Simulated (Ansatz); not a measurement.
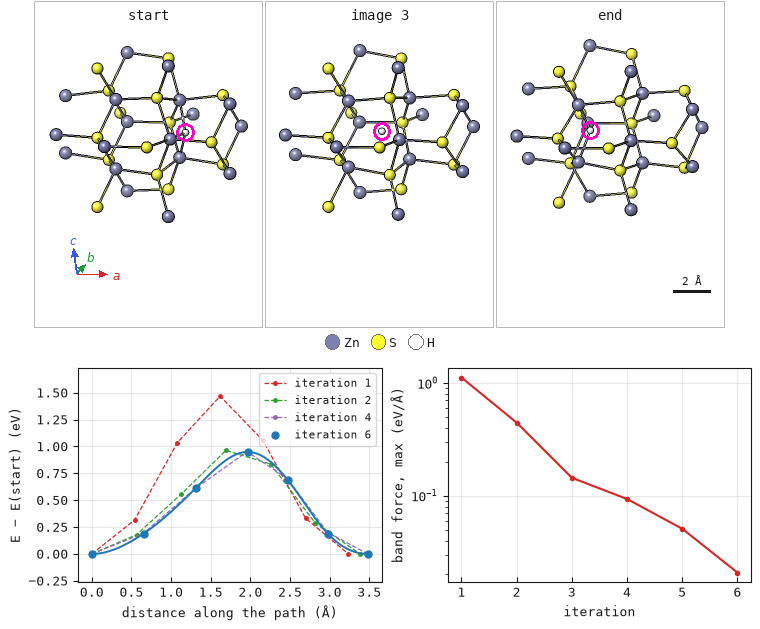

NEB run on a defect cell of composition Zn6HS6 (cell charge −1) (13 atoms in the cell). Images are numbered from 0 (start) to 6 (end). The plot follows the band through its iterations. Style: ball-and-stick. Shown: the atoms within 5.8 Å of the middle of the path, slightly off an axis. The moving atom is ringed, with any periodic copies. Bonds to atoms that aren't drawn are left out.

Method: Ansatz 0.2.0, DFT PBE, scalar-relativistic, plane waves, PAW. Run with plane-wave cutoff 420 eV; k-point mesh 2 × 2 × 2; Gaussian smearing 0.02 eV; 5 movable images; climbing image.

### Did the band converge, and can the barrier be trusted?

The run is converged, with reservations. The band converged in 6 iterations. The largest component of the band force went from 1.1 to 0.021 eV/Å. The climbing image converged on the top of the path. Its curvatures weren't checked. The first iteration put the highest image at 1.47 eV. The barrier is about 0.95 eV in both directions, with image 3 at the top; the ends have the same energy.

Limits of the set-up: the periodic images lie only 6.3 Å apart, so the values are limited by the cell's size; the cell is charged, on a uniform background, and energies carry no finite-size correction.
